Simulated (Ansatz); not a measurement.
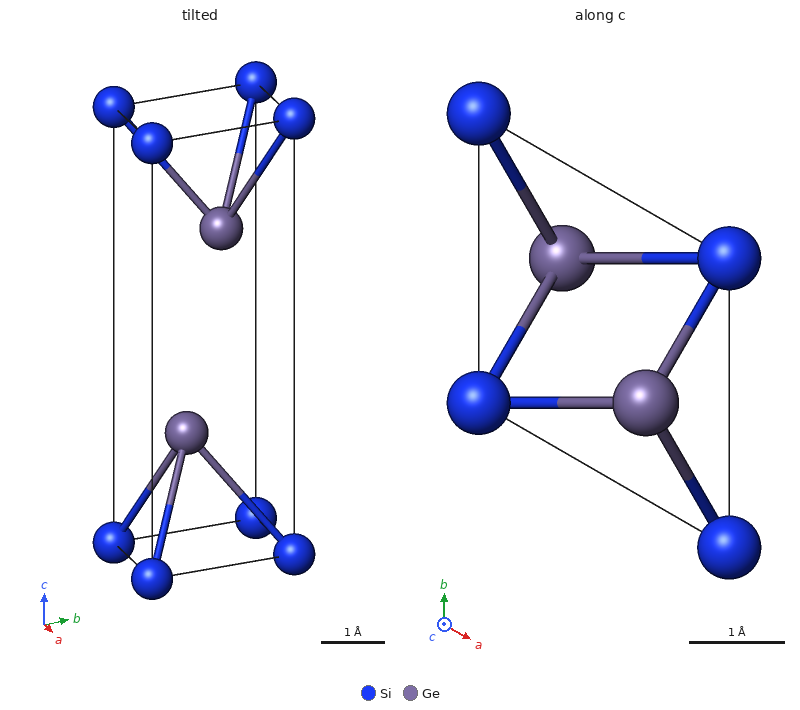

The image is a ball-and-stick drawing of a crystal, viewed slightly off an axis and along the c axis. The lines enclose the conventional unit cell; boundary atoms appear with their images. Cell: a = 3.05 Å, b = 3.05 Å, c = 7.11 Å, α = 90.00°, β = 90.00°, γ = 120.00°.

The model was built from a structure type filled with these elements by a generator (whether the compound takes this form wasn't checked). Earlier steps of the study may have refined or changed the cell and positions. It went into a calculation with Ansatz.

Notes on the structure:

The formula is SiGe2. The structure has P-3m1 (No. 164) symmetry and a primitive hexagonal lattice. The cell holds 3 atoms (1 Si, 2 Ge), Z = 1. The neighbours of Si are six Ge at about 2.7 Å. Each Ge has three Si in a trigonal pyramidal arrangement at about 2.7 Å. The bonds build SiGe2 layers parallel to (001).

Electronic-structure method: DFT PBE, scalar-relativistic, plane waves, PAW in Ansatz 0.2.0. Parameters: a 420 eV plane-wave basis, an 18×18×8 k-point mesh, Gaussian smearing of 0.1 eV, no spin polarisation.

What does the calculation say: metal or gapped?

A metal: bands cross the Fermi level.

What are the atomic charges by Bader's partition?

Si -0.06 e; Ge +0.03 e.

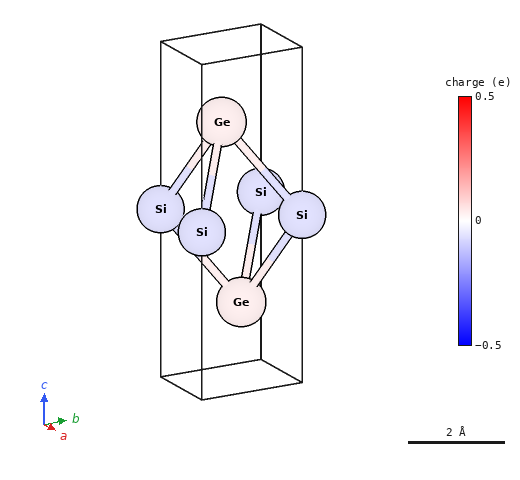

The atoms coloured by those charges. The run's cell of 3 atoms is drawn, so axes and origin can differ from the first picture.

Is this the optimised geometry for these settings?

Yes. All forces vanish to within 0.01 eV/Å. The pressure is 0.0 GPa, close to zero.
